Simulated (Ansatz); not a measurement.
# Band-structure calculation, with input and output: HfO2 (part 3 of 4)

Continued. System: HfO2 (slab, 12 atoms in the cell). Method: DFT PBE, spin-orbit coupling, plane waves, PAW (Ansatz 0.2.0); cutoff 420 eV, 9×9×1 k-mesh, Gaussian smearing of 0.05 eV. It belongs to a series of runs on one base structure; here: bands of the relaxed slab with spin-orbit coupling.

Geometry of the input (Å; fractional positions):
```
3.6046  0.0000  0.0000
-1.8023  3.1216  0.0000
0.0000  0.0000  26.0367
O  0.6667  0.3333  0.2697
O  0.0000  0.0000  0.3337
Hf 0.6667  0.3333  0.3411
O  0.3333  0.6667  0.3927
O  0.6667  0.3333  0.4603
Hf 0.3333  0.6667  0.4666
O  0.0000  0.0000  0.5181
O  0.3333  0.6667  0.5856
Hf 0.0000  0.0000  0.5920
O  0.6667  0.3333  0.6446
O  0.0000  0.0000  0.7340
Hf 0.6667  0.3333  0.7182
```

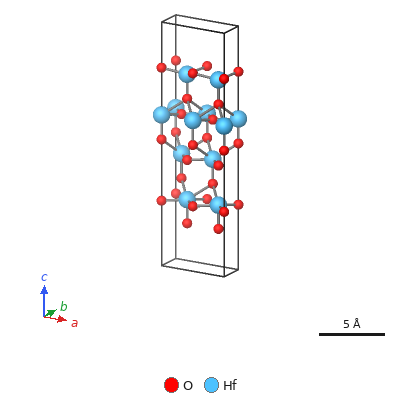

**Figure 1.** The structure (ball-and-stick view of the 2 × 1 repeat of the cell, with the vacuum cut short, seen slightly off an axis).

```
NSCF: frozen V_eff on 37 k-points
efield: sawtooth ramp at fractional position 0.9818 (kept from the solve that this one continues, or follows in the run), width 0.0400; the density the first Hamiltonian is built on has a dipole p = 0.455 e·Å; the dipole correction subtracts the counter field D = 2.81e-1 V/Å, which shifts the + side's vacuum level by -7.31 eV against the − side's; the planar-averaged density in the ramp window peaks in size at 2.1e-5 e/Å³
WARN: The output density's exchange-correlation potential varies sharply where the density is thin. Do not read a vacuum level from v_tot or v_xc, or from such a field of the output density. On a cell that repeats whose density bears no net charge and no dipole along the vacuum's axis use v_es (v_loc + v_h of the components); under efield.dipole_correction with no amplitude use v_es + v_field, which holds any external_charges[].barrier, or the levels of the report's work_function block, which leave it out; under a non-zero efield.amplitude the vacuum is tilted and has no level; on a cell that repeats and bears such a dipole with no correction it is tilted too, and efield.dipole_correction with no amplitude gives each side of its ramp a level where efield: is served; in a cell that repeats whose density bears a net charge (total_charge, or a fill off its count) it is curved and has none; of a slab under crystal.periodic whose density bears no net charge use v_es, which has a level on each side, short of where the two are joined; of another it falls or rises all the way out and has none; of a slab beside external_charges read slab_vacuum_level instead, which it has where they leave it neutral. The grid or the basis barely resolves most such structure, and the values can differ between equally converged runs; as a rule a tighter scf.convergence.dr2_threshold does not remove it. Where the density itself ripples (under the LDA too) a higher basis.ecutwfc lessens it. The files hold the spikes' plane waves up to the density's cutoff. Files: v_tot_of_output_density and the like, and their columns of v_z.tsv (output.write_potential); v_xc_of_output_density and the like, and their columns of v_comp_z.tsv (output.write_potential_components). Measured: with its Gaussian average of σ = 0.25 Å subtracted twice, the exchange-correlation potential is over 0.1 eV at 6 of the grid points where the equally averaged density (valence and model cores) is under 1e-3 e/Å³, and 0.205 eV at the most among them, at an averaged density of 9.1e-4 e/Å³. The input density's (outcome.potential() and, of a run that writes arrays, v_tot and v_xc) is over 0.1 eV, so measured, at 362 points of its own thin density, 0.311 eV at the most. See output.write_potential in the manual, Limitations
SCF converged after 34 iterations
Magnetization: |M| = 0.0000 μB,  M = (+0.0000, +0.0000, +0.0000) μB
Absolute magnetization: 0.0000 μB (∫|m|)
  site 0: m = (+0.0000, +0.0000, +0.0000) μB, |m| = 0.0000 μB  (R = 0.77 Å)
  site 1: m = (+0.0000, +0.0000, +0.0000) μB, |m| = 0.0000 μB  (R = 0.86 Å)
  site 2: m = (+0.0000, +0.0000, +0.0000) μB, |m| = 0.0000 μB  (R = 0.77 Å)
  site 3: m = (+0.0000, +0.0000, +0.0000) μB, |m| = 0.0000 μB  (R = 0.79 Å)
  site 4: m = (+0.0000, +0.0000, +0.0000) μB, |m| = 0.0000 μB  (R = 0.86 Å)
  site 5: m = (+0.0000, +0.0000, +0.0000) μB, |m| = 0.0000 μB  (R = 0.79 Å)
  site 6: m = (+0.0000, +0.0000, +0.0000) μB, |m| = 0.0000 μB  (R = 0.79 Å)
  site 7: m = (+0.0000, +0.0000, +0.0000) μB, |m| = 0.0000 μB  (R = 0.86 Å)
  site 8: m = (+0.0000, +0.0000, +0.0000) μB, |m| = 0.0000 μB  (R = 0.79 Å)
  site 9: m = (+0.0000, +0.0000, +0.0000) μB, |m| = 0.0000 μB  (R = 0.79 Å)
  site 10: m = (+0.0000, +0.0000, +0.0000) μB, |m| = 0.0000 μB  (R = 0.88 Å)
  site 11: m = (+0.0000, +0.0000, +0.0000) μB, |m| = 0.0000 μB  (R = 0.79 Å)
Free energy (F): -67512.142948 eV
Harris-Foulkes:  -67512.142948 eV  (|F-HF|=6.78e-8)
Internal energy: -67512.129378 eV  (E = F + TS)
E sigma→0 (E₀):  -67512.136163 eV
Entropy (-TS):   -0.013570 eV (-1.131 meV/atom)
Fermi energy:    4.604014 eV
Dipole field:    D = 0.280937 V/Å  (p = 0.454848 e·Å, saw-weighted, corrected)
Work function:   Φ+ = 2.4075 eV   Φ− = 9.7223 eV
Levels:          The Fermi level and band energies are counted from a zero that moves with the ramp; work functions are not
Vacuum region:   at the solve's end the planar-averaged density reaches 2.07e-5 e/Å³ inside the ramp window [0.9434, 0.0603] (bound 1e-5 e/Å³)
--- Per-component energies (eV) ---
  E_band       = -1755.821211
  E_kinetic    = 3079.489414
  E_local      = -225869.740674  (includes V_loc(G=0)·N_el)
  E_nonlocal   = -4593.674498
  E_hartree    = 111019.917527
  E_xc         = -1784.022826
  E_vxc        = -1810.772868  (∫ρ·V_xc dr)
  E_paw        = -29045.385931  (= ΣΔE_a)
  E_vpaw       = 5416.559601  (= ΣTr[D̂ρ^β])
  E_aug_tail   = 0.019551  (compensation charges beyond the density's cutoff)
  E_efield     = 0.063892  (sawtooth field / dipole correction)
  E_vefield    = -17.540087  (∫n·V_field dr)
  E_ewald      = 79681.204167
  E_smearing   = -0.013570  (= −TS)
  E_closure    = -0.000000  (closes the sum)
  Σ components = -67512.142948   (vs F -67512.142948, Δ=0.00e0)
--- Forces (eV/Å), atoms counted from 1 ---
  atom   1  O      0.00000000     0.00000000     0.02379563
  atom   2  O      0.00000000     0.00000000     0.00580914
  atom   3  Hf    -0.00000000    -0.00000000    -0.02010759
  atom   4  O      0.00000000     0.00000000    -0.00383318
  atom   5  O      0.00000000     0.00000000     0.00452822
  atom   6  Hf    -0.00000000    -0.00000000    -0.00200758
  atom   7  O      0.00000000     0.00000000     0.00807583
  atom   8  O      0.00000000    -0.00000000     0.00487472
  atom   9  Hf    -0.00000000     0.00000000    -0.01163928
  atom  10  O     -0.00000000    -0.00000000     0.00396669
  atom  11  O      0.00000000     0.00000000     0.00676500
  atom  12  Hf    -0.00000000     0.00000000    -0.02036611
  max |Σ_I F_I| component: 1.39e-4 eV/Å
--- Band table (eV; the first three rows and the last of 12) ---
  k-point 0: bands = ["-59.1780", "-59.1780", "-58.9620", "-58.9620", "-57.6128", "-57.6128", "-55.7442", "-55.7442", "-33.5474", "-33.5474", "-33.3104", "-33.3104", "-31.9626", "-31.9626", "-30.1334", "-30.1334", "-26.0940", "-26.0940", "-25.7227", "-25.7227", "-25.6708", "-25.6708", "-25.5413", "-25.5413", "-24.3844", "-24.3844", "-24.1922", "-24.1922", "-22.6240", "-22.6240", "-22.3926", "-22.3926", "-16.3782", "-16.3782", "-16.1169", "-16.1169", "-14.8958", "-14.8958", "-14.7815", "-14.7815",
      "-13.6129", "-13.6129", "-13.4857", "-13.4857", "-12.2354", "-12.2354", "-10.4991", "-10.4991", "-10.0697", "-10.0697", "-10.0475", "-10.0475", "-9.9380", "-9.9380", "-9.7976", "-9.7976", "-9.7846", "-9.7846", "-9.7596", "-9.7596", "-8.4476", "-8.4476", "-8.4344", "-8.4344", "-8.4093", "-8.4093", "-8.3450", "-8.3450", "-8.3234", "-8.3234", "-8.2820", "-8.2820", "-8.1804", "-8.1804", "-8.0603", "-8.0603", "-8.0554", "-8.0554", "-8.0512", "-8.0512",
      "-8.0178", "-8.0178", "-6.7107", "-6.7107", "-6.7063", "-6.7063", "-6.7027", "-6.7027", "-6.6679", "-6.6679", "-6.5695", "-6.5695", "-6.5646", "-6.5646", "-6.5263", "-6.5263", "-4.8386", "-4.8386", "-4.8290", "-4.8290", "-4.8250", "-4.8250", "-4.7956", "-4.7956", "-2.8236", "-2.8236", "-2.8092", "-2.8092", "-2.7087", "-2.7087", "-2.6850", "-2.6850", "-2.0043", "-2.0043", "-1.5213", "-1.5213", "-1.5067", "-1.5067", "-1.4914", "-1.4914",
      "-0.8578", "-0.8578", "-0.2620", "-0.2620", "-0.1589", "-0.1589", "-0.1110", "-0.1110", "-0.1042", "-0.1042", "0.1232", "0.1232", "0.4839", "0.4839", "1.0175", "1.0175", "1.1195", "1.1195", "1.5465", "1.5465", "2.3162", "2.3162", "2.4342", "2.4342", "2.6799", "2.6799", "3.5137", "3.5137", "3.6953", "3.6953", "4.1986", "4.1986", "4.2571", "4.2571", "5.6162", "5.6162", "6.3552", "6.3552", "6.5255", "6.5255",
      "6.7979", "6.7979", "7.1153", "7.1153", "7.2681", "7.2681", "7.3456", "7.3456", "7.7484", "7.7484", "8.3765", "8.3765", "8.6859", "8.6859", "8.7904", "8.7904", "9.4282", "9.4282", "9.5380", "9.5380", "9.5634", "9.5634", "9.9480", "9.9480", "10.4366", "10.4366", "10.6873", "10.6873", "10.8923", "10.8923", "10.9201", "10.9201", "11.1204", "11.1204", "11.7847", "11.7847", "12.2106", "12.2106", "12.4405", "12.4405",
      "12.8016", "12.8016", "13.5565", "13.5565", "13.7368", "13.7368", "13.9003", "13.9003", "14.0054", "14.0054", "15.4481", "15.4481"]
  k-point 1: bands = ["-59.1770", "-59.1770", "-58.9609", "-58.9609", "-57.6117", "-57.6117", "-55.7431", "-55.7431", "-33.5563", "-33.5505", "-33.3177", "-33.3169", "-31.9696", "-31.9693", "-30.1408", "-30.1404", "-26.1153", "-26.0876", "-25.7358", "-25.7318", "-25.7025", "-25.6998", "-25.5760", "-25.5750", "-24.3945", "-24.3928", "-24.2272", "-24.2268", "-22.6350", "-22.6322", "-22.4299", "-22.4295", "-16.2893", "-16.2854", "-16.0299", "-15.9927", "-14.8166", "-14.8032", "-14.7834", "-14.7650",
      "-13.5306", "-13.5120", "-13.4915", "-13.4759", "-12.2679", "-12.2558", "-10.4976", "-10.4836", "-10.0723", "-10.0666", "-10.0471", "-10.0471", "-9.9430", "-9.9386", "-9.7983", "-9.7981", "-9.7880", "-9.7820", "-9.7685", "-9.7561", "-8.4482", "-8.4480", "-8.4374", "-8.4325", "-8.4174", "-8.4061", "-8.3476", "-8.3411", "-8.3238", "-8.3237", "-8.2840", "-8.2800", "-8.1846", "-8.1838", "-8.0644", "-8.0606", "-8.0561", "-8.0559", "-8.0521", "-8.0507",
      "-8.0265", "-8.0145", "-6.7148", "-6.7107", "-6.7068", "-6.7068", "-6.7032", "-6.7022", "-6.6758", "-6.6652", "-6.5752", "-6.5728", "-6.5661", "-6.5620", "-6.5329", "-6.5191", "-4.8419", "-4.8414", "-4.8382", "-4.8330", "-4.8237", "-4.8188", "-4.8041", "-4.7852", "-3.0020", "-2.9976", "-2.8044", "-2.7665", "-2.6804", "-2.6799", "-2.5680", "-2.5650", "-1.9332", "-1.8966", "-1.7713", "-1.7593", "-1.3748", "-1.3611", "-1.3572", "-1.3431",
      "-0.5751", "-0.5418", "-0.4597", "-0.4566", "-0.3402", "-0.2968", "-0.2636", "-0.2619", "-0.0871", "-0.0721", "0.0303", "0.0314", "0.8132", "0.8417", "1.0201", "1.0283", "1.1130", "1.1230", "1.3096", "1.3270", "2.3192", "2.3205", "2.4417", "2.4452", "2.6319", "2.6386", "3.6427", "3.6777", "3.8667", "3.9138", "4.2258", "4.2271", "4.3575", "4.3641", "5.6273", "5.7157", "6.2476", "6.3096", "6.4320", "6.4509",
      "6.9576", "7.0152", "7.1492", "7.2535", "7.3363", "7.3929", "7.6289", "7.6833", "7.9244", "7.9730", "8.4396", "8.4905", "8.7114", "8.7191", "8.9759", "9.0195", "9.0502", "9.1414", "9.4276", "9.4773", "9.7618", "9.8055", "10.0781", "10.1111", "10.4541", "10.5031", "10.5333", "10.5444", "10.7131", "10.7251", "10.8332", "10.8493", "11.0939", "11.1612", "11.7973", "11.8307", "11.9529", "12.0194", "12.1432", "12.1791",
      "12.9058", "12.9392", "13.3549", "13.3992", "13.6165", "13.6780", "13.7025", "13.7276", "14.0823", "14.1112", "15.3396", "15.3985"]
  k-point 2: bands = ["-59.1745", "-59.1745", "-58.9582", "-58.9582", "-57.6090", "-57.6090", "-55.7404", "-55.7404", "-33.5730", "-33.5641", "-33.3354", "-33.3343", "-31.9873", "-31.9868", "-30.1591", "-30.1586", "-26.1481", "-26.1003", "-25.7874", "-25.7863", "-25.7736", "-25.7547", "-25.6436", "-25.6384", "-24.4362", "-24.4318", "-24.2954", "-24.2931", "-22.6759", "-22.6700", "-22.5054", "-22.5033", "-16.0732", "-16.0722", "-15.7582", "-15.7091", "-14.8780", "-14.8588", "-14.4964", "-14.4651",
      "-13.5918", "-13.5596", "-13.2046", "-13.1765", "-12.3372", "-12.3165", "-10.4817", "-10.4571", "-10.0735", "-10.0648", "-10.0457", "-10.0453", "-9.9527", "-9.9447", "-9.8014", "-9.7996", "-9.7921", "-9.7860", "-9.7740", "-9.7576", "-8.4507", "-8.4492", "-8.4415", "-8.4359", "-8.4233", "-8.4078", "-8.3483", "-8.3381", "-8.3244", "-8.3238", "-8.2857", "-8.2779", "-8.1954", "-8.1949", "-8.0712", "-8.0666", "-8.0605", "-8.0591", "-8.0527", "-8.0496",
      "-8.0334", "-8.0181", "-6.7209", "-6.7166", "-6.7100", "-6.7089", "-6.7031", "-6.7018", "-6.6828", "-6.6687", "-6.5871", "-6.5827", "-6.5660", "-6.5633", "-6.5325", "-6.5153", "-4.8580", "-4.8559", "-4.8407", "-4.8383", "-4.8224", "-4.8153", "-4.8027", "-4.7803", "-3.1639", "-3.1629", "-2.9321", "-2.8962", "-2.3432", "-2.3419", "-2.2351", "-2.2255", "-2.1188", "-2.1011", "-1.8967", "-1.8903", "-1.2823", "-1.2569", "-1.0043", "-1.0020",
      "-0.7751", "-0.7597", "-0.5942", "-0.5837", "-0.4404", "-0.4190", "-0.3958", "-0.3902", "0.0748", "0.0749", "0.3771", "0.3810", "0.5844", "0.6039", "0.9448", "0.9457", "1.2364", "1.2697", "1.4432", "1.4549", "2.1832", "2.2078", "2.2359", "2.2472", "2.7630", "2.7679", "3.6499", "3.6866", "4.2383", "4.2435", "4.5025", "4.5105", "4.6836", "4.7596", "5.5964", "5.6943", "6.2207", "6.2611", "6.4046", "6.4252",
      "7.1834", "7.2032", "7.3509", "7.3551", "7.7343", "7.8984", "7.9577", "8.0527", "8.3194", "8.3643", "8.4628", "8.6271", "8.6570", "8.7118", "8.7998", "8.8315", "9.0931", "9.2013", "9.5408", "9.6448", "9.6465", "9.6999", "10.0779", "10.2175", "10.2391", "10.2664", "10.4481", "10.5435", "10.6769", "10.6895", "10.7646", "10.7820", "11.0595", "11.1935", "11.5296", "11.5574", "11.7008", "11.7167", "12.2490", "12.3496",
      "12.7904", "12.8942", "13.1114", "13.1124", "13.1809", "13.2442", "13.7722", "13.8217", "14.1262", "14.1587", "14.6115", "14.6323"]
```
